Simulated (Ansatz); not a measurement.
**C: 7 runs along one coordinate**

System: C (4 atoms in the cell).
Method: DFT PBE+D3(BJ), scalar-relativistic, plane waves, PAW, PAW set soft_1, no spin polarisation (Ansatz 0.2.0).

The 7 runs differ only in the geometry, by a strain of the cell at fixed fractional positions. Against run 4, the strain is εxx = −0.14 η, εyy = −0.14 η and εzz = η. The structure derives from an entry of the Crystallography Open Database.

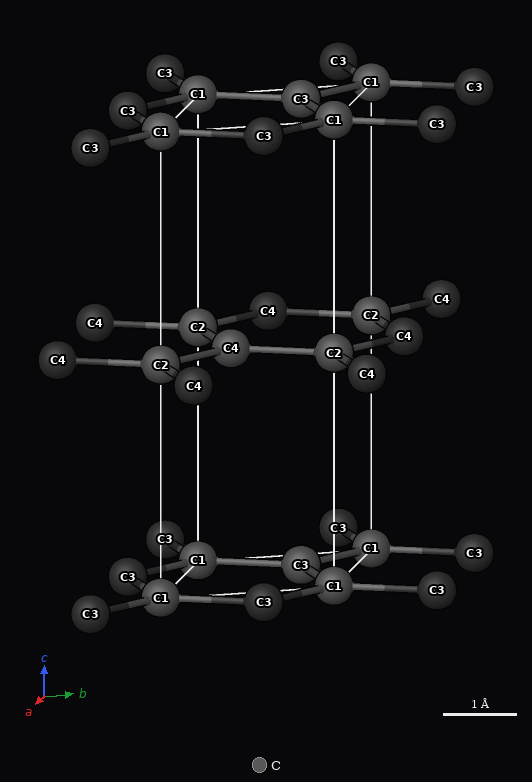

Figure 1. The structure of run 4 (ball-and-stick view of the cell of the calculation, seen slightly off an axis; neighbours outside the cell are drawn fainter; atoms are numbered from 1 in the order of the input). An atom can appear more than once, as a periodic image.

### Input of run 4
```yaml
crystal:
  lattice:
    - [2.5274240417, 0.0, 0.0]
    - [-1.2637120208, 2.1888134262, 0.0]
    - [0.0, 0.0, 6.6044117633]
  atoms:
    - { symbol: C, position: [0.0, 0.0, 0.0025] }
    - { symbol: C, position: [0.0, 0.0, 0.5025] }
    - { symbol: C, position: [0.3333333333, 0.6666666667, 0.0025] }
    - { symbol: C, position: [0.6666666667, 0.3333333333, 0.5025] }
basis:
  ecutwfc: 520.0
kpoints:
  mp_grid: { grid: [21, 21, 8] }
hamiltonian:
  xc: pbe
  pseudopotentials: { kind: paw, azcp: { folder: soft_1 } }
  dispersion: d3bj
scf:
  occupations: { method: gaussian, width: 0.15 }
output:
  forces: true
  stress: true
  eigenvalues: true
```

Command:
```bash
ansatz run input.yaml --threads 2 --pin off --max-ram 4096MiB --backend cpu --events-out ev --progress --plain --runs-dir out
```

Run 5 differs from it as follows:
```diff
-    - [2.5274240417, 0.0, 0.0]
-    - [-1.2637120208, 2.1888134262, 0.0]
-    - [0.0, 0.0, 6.6044117633]
+    - [2.5133119161, 0.0, 0.0]
+    - [-1.256655958, 2.176591967, 0.0]
+    - [0.0, 0.0, 6.8732862716]
```

### Results, with one run withheld

```tsv
run	strain parameter η (%)	free energy per atom, from the lowest run given (meV)	pressure (GPa)
1	−11.4293	130.46	−30.07
2	−7.7476	89.61	−26.96
3	−3.9386	57.78	−23.37
4	0.0000	33.77	−19.43
5	4.0731	?	?
6	8.2824	5.28	−10.72
7	12.6373	0.00	−6.07
```

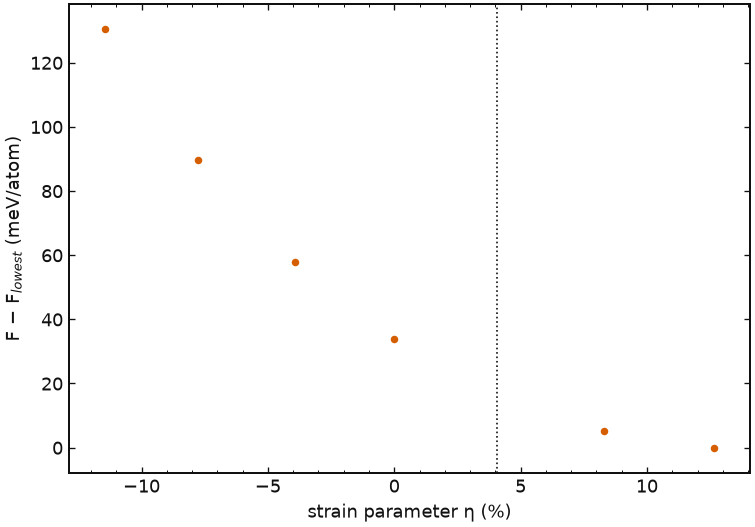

Figure 2. Free energy per atom of the runs given; the dotted line marks run 5.

Estimate the energy of run 5 from the others.

A cubic polynomial in the coordinate, fitted to the 6 runs given, misses them by at most 0.32 meV per atom. With x = η + 0.3660, it reads F = 35.372 − 5.3247 x + 0.25084 x² − 0.0039362 x³ (meV per atom). At run 5 it gives 16.33 meV per atom, and the run itself gives 16.44. The fit has no minimum inside this range.

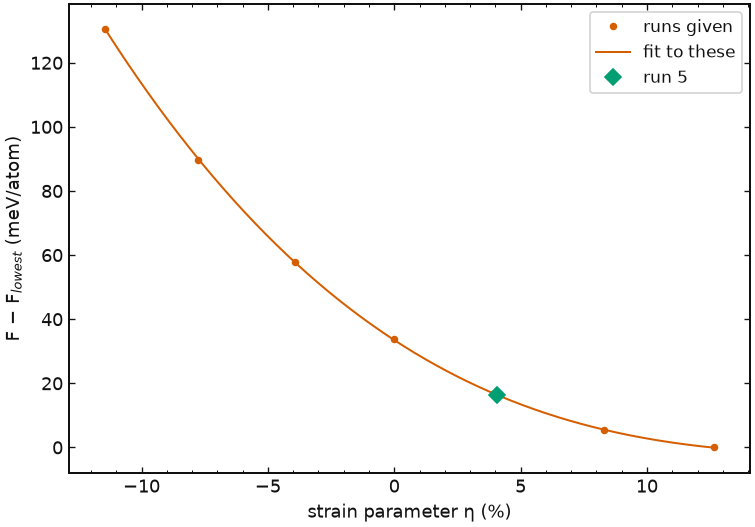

Figure 3. The fit and the withheld run.

### Output, shortened to warnings, some set-up lines, iterations and results (run 5)
```
Basis set: ecut = 520 eV, 1009 PW (Γ), exchange–correlation on 40×40×108 points (8 copies of the dense FFT grid, shifted against one another)
Symmetry: 24 space group operations
k-points: 240 of 3528
Initial density: superposition of atomic densities (chi_scale 0.1, normalization cell)
[...]
SCF iter   1: F=—  HF=-1006.029793 eV  |F-HF|=—  |Δ(HF+E_count)|=         —  Δρ=1.15e-1  dr2=4.31e0  ethr=3.10e-3  ⟨swp⟩=5.3  Hψ=16173  notcnv=0
SCF iter   2: F=—  HF=-1004.997312 eV  |F-HF|=—  |Δ(HF+E_count)|=    1.03e0  Δρ=6.82e-2  dr2=1.80e0  ethr=3.10e-3  ⟨swp⟩=2.9  Hψ=7587  notcnv=0
SCF iter   3: F=—  HF=-1004.231684 eV  |F-HF|=—  |Δ(HF+E_count)|=   7.66e-1  Δρ=6.74e-3  dr2=8.33e-3  ethr=3.10e-3  ⟨swp⟩=3.3  Hψ=7936  notcnv=0
SCF iter   4: F=—  HF=-1004.240511 eV  |F-HF|=—  |Δ(HF+E_count)|=   8.83e-3  Δρ=6.90e-4  dr2=1.52e-4  ethr=5.21e-5  ⟨swp⟩=2.2  Hψ=5967  notcnv=0
SCF iter   5: F=—  HF=-1004.240699 eV  |F-HF|=—  |Δ(HF+E_count)|=   1.88e-4  Δρ=9.37e-5  dr2=2.86e-6  ethr=9.53e-7  ⟨swp⟩=2.2  Hψ=4646  notcnv=0
SCF iter   6: F=—  HF=-1004.240679 eV  |F-HF|=—  |Δ(HF+E_count)|=   2.01e-5  Δρ=1.41e-5  dr2=4.30e-8  ethr=6.25e-10  ⟨swp⟩=8.0  Hψ=18177  notcnv=0
SCF iter   7: F=-1004.240679 eV  HF=-1004.240679 eV  |F-HF|=2.69e-10  |Δ(HF+E_count)|=   8.51e-8  Δρ=1.91e-6  dr2=9.52e-10  ethr=2.69e-10  ⟨swp⟩=2.1  Hψ=10587  notcnv=0
SCF 1 converged in 7 iterations: F = -1004.240679 eV  dr2 = 9.52e-10
SCF converged after 7 iterations
Free energy (F): -1004.240679 eV
Harris-Foulkes:  -1004.240679 eV  (|F-HF|=2.69e-10)
Internal energy: -1004.239799 eV  (E = F + TS)
E sigma→0 (E₀):  -1004.240239 eV
Entropy (-TS):   -0.000880 eV (-0.220 meV/atom)
Fermi energy:    6.306344 eV
--- Per-component energies (eV) ---
  E_band       = -41.616380
  E_kinetic    = 347.431143
  E_local      = -595.830431  (includes V_loc(G=0)·N_el)
  E_nonlocal   = 92.758375
  E_hartree    = 186.878133
  E_xc         = -186.130734
  E_vxc        = -229.106443  (∫ρ·V_xc dr)
  E_paw        = -399.762518  (= ΣΔE_a)
  E_vpaw       = -30.625823  (= ΣTr[D̂ρ^β])
  E_aug_tail   = 0.000004  (compensation charges beyond the density's cutoff)
  E_ewald      = -448.984495
  E_disp       = -0.599276  (pairwise vdW)
  E_smearing   = -0.000880  (= −TS)
  E_closure    = 0.000000  (closes the sum)
  Σ components = -1004.240679   (vs F -1004.240679, Δ=0.00e0)
--- Forces (eV/Å), atoms counted from 1 ---
  atom   1  C     -0.00000000     0.00000000    -0.00000000
  atom   2  C      0.00000000    -0.00000000     0.00000000
  atom   3  C      0.00000000    -0.00000000     0.00000000
  atom   4  C     -0.00000000     0.00000000    -0.00000000
  max |Σ_I F_I| component: 1.11e-16 eV/Å
--- Stress (GPa, compression-positive) ---
      -22.561203       0.000000       0.000000
        0.000000     -22.561203       0.000000
        0.000000       0.000000      -0.430007
  P = ⅓ Tr σ = -15.1841 GPa (-151.841 kbar)
```
